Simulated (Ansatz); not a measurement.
**Al: 6 runs along one coordinate**

System: Al (2 atoms in the cell).
Method: DFT, revPBE, plane waves (420 eV) with PAW, scalar-relativistic, no spin polarisation (Ansatz 0.2.0).

The 6 runs differ only in the geometry, by an even scaling of the cell at fixed fractional positions.

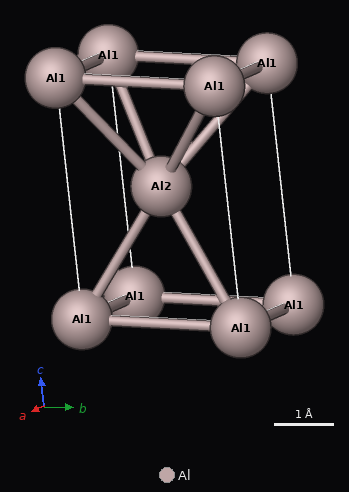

Figure 1. The structure of run 4 (ball-and-stick view of the reduced cell, seen slightly off an axis; atoms are numbered from 1 in the order of the input).

## Input of run 4
```yaml
crystal:
  lattice:
    - [-3.3155933869, 2.9054381132, 1.3780741598]
    - [2.9054381132, -3.3155933869, 1.3780741598]
    - [2.409845359, 2.409845359, -2.1292742949]
  atoms:
    - { symbol: Al, position: [0.9895493806, 0.0104506194, 0.0] }
    - { symbol: Al, position: [0.7604506194, 0.2395493806, 0.5] }
hamiltonian:
  xc: revpbe
  pseudopotentials:
    kind: paw
    azcp:
      Al: "pseudopotentials/Al.paw.azcp"
basis:
  ecutwfc: 420
  fft_grid_basis: typed
kpoints:
  mp_grid: { grid: [18, 18, 12], shift: [0, 0, 0] }
magnetization:
  spin_polarized: false
scf:
  occupations: { method: fermi_dirac, width: 0.1 }
  lower_state_search: "off"
output:
  stress: true
```

Lattice vectors (Å) and fractional positions of run 4:
```
  -3.315593    2.905438    1.378074
   2.905438   -3.315593    1.378074
   2.409845    2.409845   -2.129274
Al  0.989549  0.010451 -0.000000
Al  0.760451  0.239549  0.500000
```

Run 3 differs from it as follows:
```diff
-    - [-3.3155933869, 2.9054381132, 1.3780741598]
-    - [2.9054381132, -3.3155933869, 1.3780741598]
-    - [2.409845359, 2.409845359, -2.1292742949]
+    - [-3.2707825778, 2.8661706224, 1.3594492529]
+    - [2.8661706224, -3.2707825778, 1.3594492529]
+    - [2.3772758887, 2.3772758887, -2.1004967902]
```

## Results, with one run withheld

```csv
run,volume per atom (Å³),"free energy per atom, from the lowest run given (meV)",pressure (GPa)
1,15.790,69.27,11.63
2,16.508,28.23,6.87
3,17.225,?,?
4,17.943,0.00,−0.07
5,19.379,22.21,−4.56
6,20.096,46.32,−6.14
```

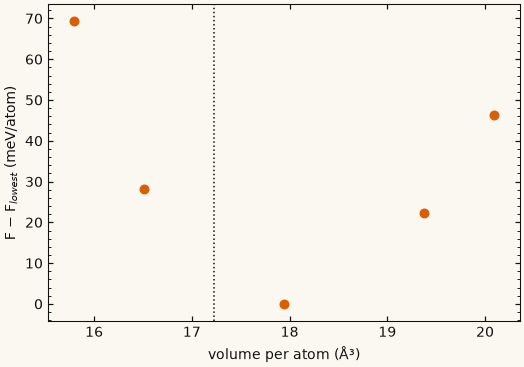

Figure 2. Free energy per atom of the runs given; the dotted line marks run 3.

What should run 3 give?

A cubic polynomial in V^(−2/3) (the Birch–Murnaghan form), fitted to the 5 runs given, misses them by at most 0.03 meV per atom. With x = V^(−2/3) − 0.14658 Å⁻², it reads F = 0.16312 + 480.73 x + 4.1082e+05 x² + 5.4325e+05 x³ (meV per atom). At run 3 it gives 6.41 meV per atom, and the run itself gives 6.37. The slope of the fit gives a pressure −dF/dV of 3.02 GPa there, and the run prints 3.03 GPa. The fit has its minimum at 17.927 Å³ per atom, where V d²F/dV² gives 69.4 GPa. Cell shape and fractional positions are held, so this is the stiffness under even scaling; the relaxed bulk modulus wasn't computed.

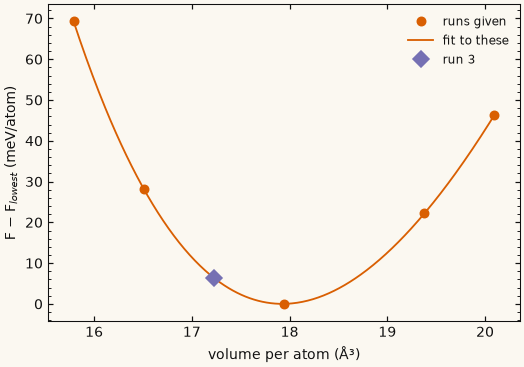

Figure 3. The fit and the withheld run.

## Output, shortened to warnings, some set-up lines, iterations and results (run 3)
```
Basis set: ecut = 420 eV, 675 PW (Γ)
Symmetry: 4 space group operations
k-points: 1037 of 3888
Initial density: superposition of atomic densities (neutral atoms: chi_scale 0, normalization atom), corrected by the library's trained network
[...]
SCF iter   1: F=—  HF=-1079.078572 eV  |F-HF|=—  |Δ(HF+E_count)|=         —  Δρ=1.51e-3  dr2=8.38e-4  ethr=1.77e-3  ⟨swp⟩=5.1  Hψ=58059  notcnv=0
SCF iter   2: F=—  HF=-1079.078543 eV  |F-HF|=—  |Δ(HF+E_count)|=   2.87e-5  Δρ=9.54e-4  dr2=3.48e-4  ethr=1.40e-5  ⟨swp⟩=1.3  Hψ=16021  notcnv=0
SCF iter   3: F=—  HF=-1079.078482 eV  |F-HF|=—  |Δ(HF+E_count)|=   6.18e-5  Δρ=4.15e-5  dr2=4.70e-7  ethr=5.80e-6  ⟨swp⟩=1.8  Hψ=9039  notcnv=0
SCF iter   4: F=—  HF=-1079.078481 eV  |F-HF|=—  |Δ(HF+E_count)|=   5.63e-7  Δρ=1.19e-5  dr2=1.03e-7  ethr=7.84e-9  ⟨swp⟩=2.1  Hψ=10470  notcnv=0
SCF iter   5: F=-1079.078481 eV  HF=-1079.078481 eV  |F-HF|=1.28e-8  |Δ(HF+E_count)|=   2.69e-8  Δρ=4.21e-6  dr2=1.75e-8  ethr=1.71e-9  ⟨swp⟩=2.2  Hψ=9246  notcnv=0
SCF iter   6: F=-1079.078481 eV  HF=-1079.078481 eV  |F-HF|=1.35e-10  |Δ(HF+E_count)|=   5.20e-9  Δρ=1.11e-6  dr2=5.08e-10  ethr=2.92e-10  ⟨swp⟩=1.9  Hψ=21470  notcnv=0
SCF 1 converged in 6 iterations: F = -1079.078481 eV  dr2 = 5.08e-10
SCF converged after 6 iterations
Free energy (F): -1079.078481 eV
Harris-Foulkes:  -1079.078481 eV  (|F-HF|=1.35e-10)
Internal energy: -1079.052249 eV  (E = F + TS)
E sigma→0 (E₀):  -1079.065365 eV
Entropy (-TS):   -0.026232 eV (-13.116 meV/atom)
Fermi energy:    7.504592 eV
--- Per-component energies (eV) ---
  E_band       = 19.027475
  E_kinetic    = 45.088802
  E_local      = 16.251487  (includes V_loc(G=0)·N_el)
  E_nonlocal   = 20.523596
  E_hartree    = 0.759843
  E_xc         = -79.302401
  E_vxc        = -57.317350  (∫ρ·V_xc dr)
  E_paw        = -938.746976  (= ΣΔE_a)
  E_vpaw       = -7.038734  (= ΣTr[D̂ρ^β])
  E_aug_tail   = -0.000003  (compensation charges beyond the density's cutoff)
  E_ewald      = -143.597875
  E_core_change = -0.028722  (= ΣΔE_core)
  E_smearing   = -0.026232  (= −TS)
  E_closure    = 0.000000  (closes the sum)
  Σ components = -1079.078481   (vs F -1079.078481, Δ=0.00e0)
--- Stress (GPa, compression-positive) ---
        3.048714      -0.046904      -0.010587
       -0.046904       3.048714      -0.010587
       -0.010587      -0.010587       2.982250
  P = ⅓ Tr σ = 3.0266 GPa (30.266 kbar)
```
